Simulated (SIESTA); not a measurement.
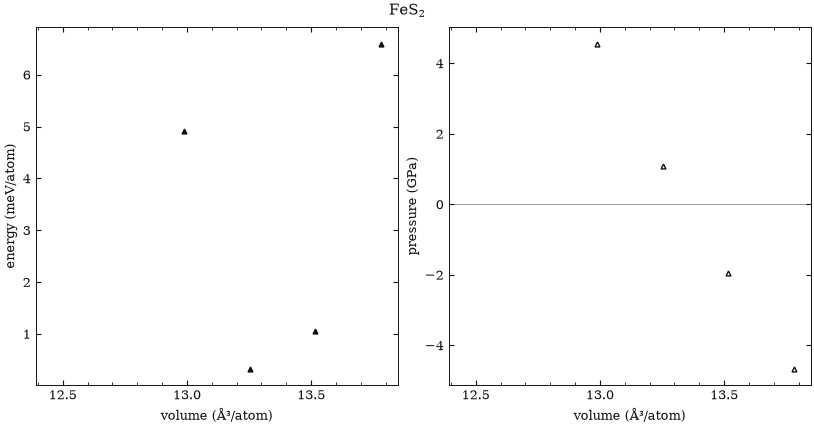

The plot gives the computed energy and pressure against volume for FeS₂, space group Pa-3 (No. 205).

Cell as given: a = 5.418 Å, b = 5.418 Å, c = 5.418 Å, α = 90.00°, β = 90.00°, γ = 90.00°; 12 atoms.

Calculation (SIESTA 5.4.2): DFT in numerical atomic orbitals with pseudopotentials, collinear spins; energies at scaled volumes of the given cell, shape and fractions fixed, counted from the fit's minimum, third-order Birch-Murnaghan fit. Level: PBE, collinear spin.

k mesh 5×5×5; occupations Fermi–Dirac; smearing width 0.05 eV; potentials PseudoDojo 0.4 standard, converted to PSML, two zetas on semicore shells; program settings basis DZP, mesh cutoff 800 Ry.

The points at volume 12.46 Å³/atom and 12.72 Å³/atom are left out of the plot. What values does the calculation give there?

```json
{"volume (Å³/atom)": "12.46", "energy (meV/atom)": "32.83", "pressure (GPa)": "12.67"}
{"volume (Å³/atom)": "12.72", "energy (meV/atom)": "15.52", "pressure (GPa)": "8.30"}
```

Caveats: mulliken charges of long orbitals; short basis over semicore shells; shape and atomic fractions are frozen while scaling, which makes layered, chain and framework solids too stiff.
